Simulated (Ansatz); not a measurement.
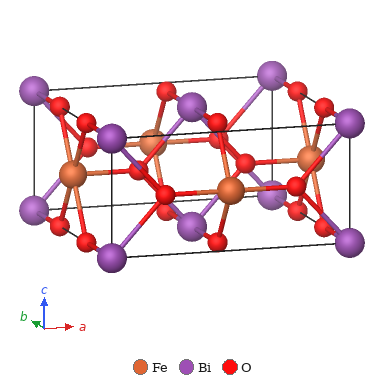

System: FeBiO₄, space group Cmmm (No. 65) (cell built by us, not taken from a database). The picture shows the conventional cell.

The given structure:
```cif
data_structure
_symmetry_space_group_name_H-M 'P 1'
_symmetry_Int_Tables_number 1
_cell_length_a 4.6930
_cell_length_b 4.6930
_cell_length_c 3.2216
_cell_angle_alpha 90.000
_cell_angle_beta 90.000
_cell_angle_gamma 89.463
_cell_volume 70.95
loop_
_atom_site_label
_atom_site_type_symbol
_atom_site_fract_x
_atom_site_fract_y
_atom_site_fract_z
_atom_site_occupancy
Fe1 Fe 0.50000 0.50000 0.50000 1
Bi1 Bi 0.00000 0.00000 0.00000 1
O1 O 0.32930 0.32930 0.00000 1
O2 O 0.67070 0.67070 0.00000 1
O3 O 0.22492 0.77508 0.50000 1
O4 O 0.77508 0.22492 0.50000 1
```

Calculation (Ansatz 0.2.0): harmonic phonon frequencies at the zone centre with atoms at rest in the given cell, without the long-range term of polar modes, the three translations left out, imaginary frequencies are negative; plane waves with PAW datasets, Γ-centred k mesh. Level: PBEsol, collinear spin, no spin-orbit coupling. The state reached is ferromagnetic.

- wave cutoff: 420 eV
- k mesh: 8×8×12
- occupations: Gaussian
- smearing width: 0.2 eV
- pressure: 0 GPa
- phonon method: linear response

What does the calculation give for the zone-centre optical phonon frequencies (the three acoustic modes are left out)?

No frequency is imaginary, so the structure is stable to these displacements (zone-boundary modes weren't tested here). The highest mode lies at 561.5 cm⁻¹.

```
frequency (cm⁻¹)
            94.3
            97.0
           171.8
           197.0
           260.6
           263.2
           282.7
           319.1
           331.2
           376.1
           437.8
           464.8
           466.5
           535.8
           561.5
```

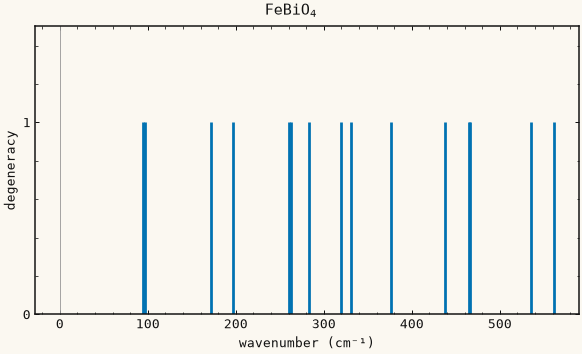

Caveats: another magnetic order may lie lower; metal sensitive to the k mesh; unstable at wavevector.
